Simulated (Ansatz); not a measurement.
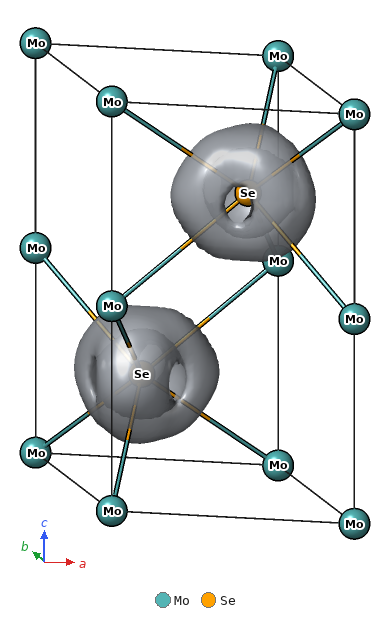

Figure. MoSe. Isosurface of the electron localisation function at 0.75 (grey), seen slightly off an axis. Only the valence region is drawn (cores and ρ < 0.01 e/Å³ removed). Sticks mark near contacts.

Space group P6₃/mmc; started from the nickel arsenide prototype, which need not be the ambient phase; computed pressure about −7 GPa in this cell; computed without spin polarisation; Hubbard U of 4.38 eV on Mo d only.

All numbers below come from Ansatz, DFT r2SCAN+U, scalar-relativistic, plane waves, PAW.

Core electrons are frozen (PAW), and the valence fields are smoothed inside the atomic spheres.

Input file:

```
crystal:
  lattice:
    - [3.8952905039, 0.0, 0.0]
    - [-1.9476452519, 3.3734205315, 0.0]
    - [0.0, 0.0, 6.6322159093]
  atoms:
    - { symbol: Mo, position: [0.0, 0.0, 0.0] }
    - { symbol: Mo, position: [0.0, 0.0, 0.5] }
    - { symbol: Se, position: [0.3333333333, 0.6666666667, 0.25] }
    - { symbol: Se, position: [0.6666666667, 0.3333333333, 0.75] }
basis:
  ecutwfc: 500
kpoints:
  mp_grid: { grid: [12, 12, 6] }
hamiltonian:
  xc: r2scan
  hubbard: { sites: [{ species: Mo, l: d, u_eff: 4.38 }] }
scf:
  occupations: { method: gaussian, width: 0.1 }
output:
  forces: true
  stress: true
  eigenvalues: true
  write_density: true
  write_potential: true
  elf: true
  volumetric_format: npy
```

Command:

```sh
ansatz run input.yaml --threads 1 --pin off --max-ram 2560MiB --backend cpu --events-out ev --progress --plain --runs-dir out
```

Below, planes, directions and counts refer to the conventional cell (a = 3.90 Å, b = 3.90 Å, c = 6.63 Å, α = 90.00°, β = 90.00°, γ = 120.00°).

> Identify the bonds, lone pairs and shells in this picture.

The ELF exceeds this value in two regions wrapped around Se (the valence shell of each), counted in one cell of 4 atoms. Any copies at cell faces, edges or corners count once. Along the contacts the grid gives the following. Mo–Se (2.79 Å): the ELF is about 0.35 at the midpoint.

> Metal or insulator at this level of theory?

It is metallic or semimetallic at this level of theory: no gap opens; semilocal functionals without U, or without the true magnetic order, often close the gap of such compounds.
